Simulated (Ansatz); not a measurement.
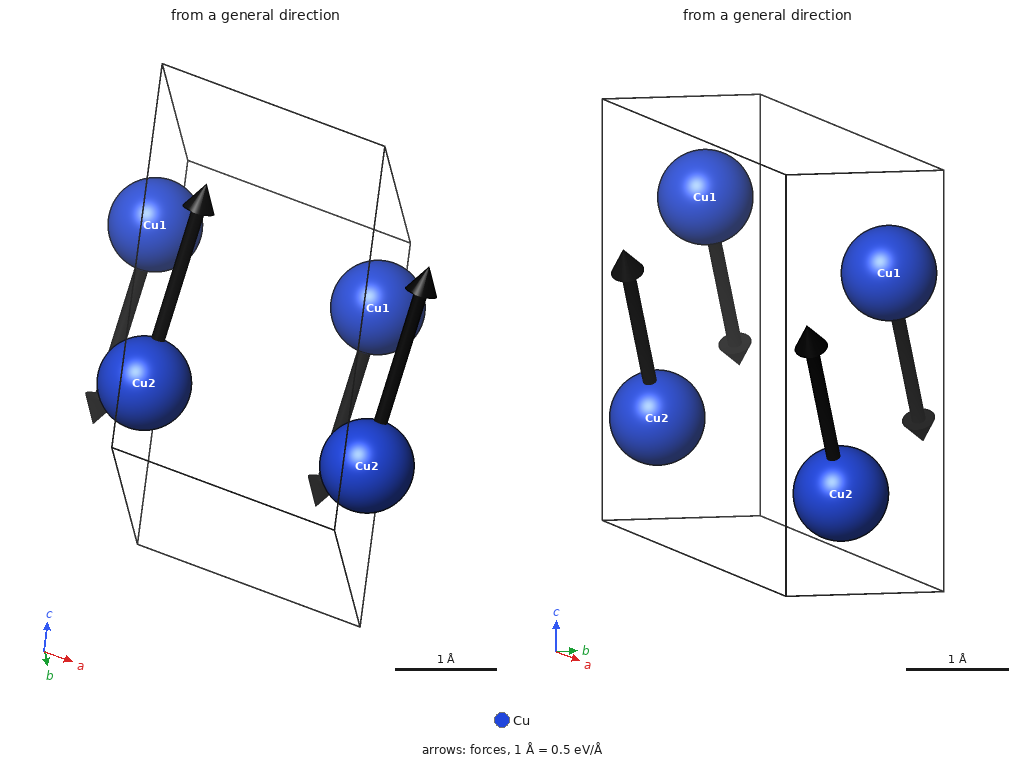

The image is a spheres-only drawing of a crystal, viewed from two general directions. Thin lines show the cell (the run's own, in a reduced setting), with boundary atoms drawn in all their periodic places. The arrows are the computed forces on the atoms.

System: Cu. Setup: DFT r2SCAN, scalar-relativistic, plane waves, PAW (Ansatz); 500 eV cutoff, k-points about 0.19 Å⁻¹ apart, Gaussian smearing of 0.15 eV, no spin polarisation.

Question: Is the structure at rest?

Answer: No. The atoms still feel forces of up to about 0.85 eV/Å, far above a usual threshold of 0.01 to 0.03 eV/Å.

Question: Which atom carries the strongest force?

Answer: Cu1 and Cu2, about 0.85 eV/Å.

The structure comes from a structure listed in the Materials Project. The cell was then strained or its atoms displaced on purpose. An electronic-structure calculation with Ansatz was run on it.
